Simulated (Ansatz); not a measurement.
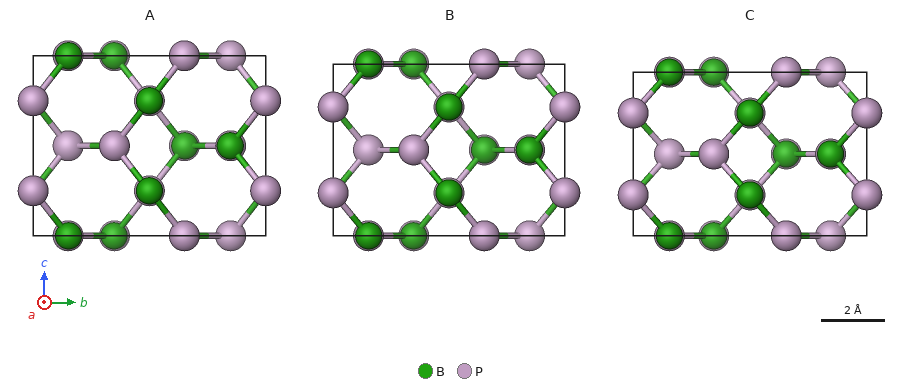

3 geometries from one relaxation of a crystal of BP (a generated structure, set up in Ibam) (coarse preliminary run), in shuffled order. A ball-and-stick model of the conventional cell (2 times the calculation's cell), seen along the a axis. Lengths and directions refer to the drawn axes.

These are results of Ansatz 0.2.0, DFT PBE, scalar-relativistic, plane waves, PAW, not measurements. (plane-wave cutoff 420 eV; k-point mesh 4 × 4 × 4; occupations gaussian; smearing width 0.1 eV; no spin polarisation; cell and atoms relaxed; force threshold 0.04 eV/Å; at most 70 steps)

Order the frames from highest to lowest energy.

Answer. C, B, A. They are steps 0, 1, 8, at +2.256 eV per cell of the calculation, +0.661 eV per cell of the calculation relative to the last. The energy falls by 2.256 eV per cell of the calculation in 5 accepted moves (8 points after the start). Largest force component: 0.37 eV/Å at the start, 0.0072 eV/Å at the end. The pressure goes from 27.90 to 0.01 GPa. The line search rejected the trial step at point 4 of the run. At 2 points the geometry stayed and the basis and grid were re-selected for the new cell (energy shift of 40.8 meV per cell of the calculation at most each time). The largest moves relative to the cell, 0.036 Å, are those of P atoms. Largest moves by element: P 0.036 Å, B 0.023 Å. The volume changes by +15.3 %, with a 6.472 → 6.819 Å (+5.4 %), b 7.532 → 7.493 Å (−0.5 %), c 5.275 → 5.803 Å (+10.0 %). Among the contacts that change: B–P 1.890 → 1.988 Å, B–P 1.964 → 2.053 Å, B–P 1.886 → 1.971 Å. Bond angles that change, for instance: P–B–P 103.5° → 110.3°, B–P–B 103.5° → 109.5°, P–B–P 91.3° → 85.2°. The space group stays Ibam (No. 72).
